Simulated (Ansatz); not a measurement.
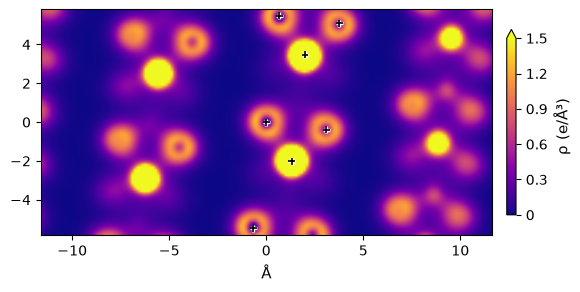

The valence electron density on a plane through atoms (crosses mark nuclei in the plane).

Level of theory: DFT PBE, scalar-relativistic, plane waves, PAW in Ansatz 0.2.0.

Candidates:
A. SiC, a = 3.09 Å, b = 3.09 Å, c = 15.19 Å, α = 90.00°, β = 90.00°, γ = 120.00°. Space group P6₃mc.
B. MoS2, a = 3.19 Å, b = 3.19 Å, c = 22.31 Å, α = 90.00°, β = 90.00°, γ = 120.00°. Space group R3m; a structure from a database of computed crystals, not necessarily the ambient phase; computed without spin polarisation.
C. Cu, a = 3.63 Å, b = 3.63 Å, c = 3.63 Å, α = 90.00°, β = 90.00°, γ = 90.00°. Space group Fm-3m; computed without spin polarisation.

Which system is this?

Answer. Candidate B: MoS2 on the (111) plane of the conventional cell, which holds Mo and S. Mo–S (2.41 Å): ρ is about 0.6 e/Å³ halfway.
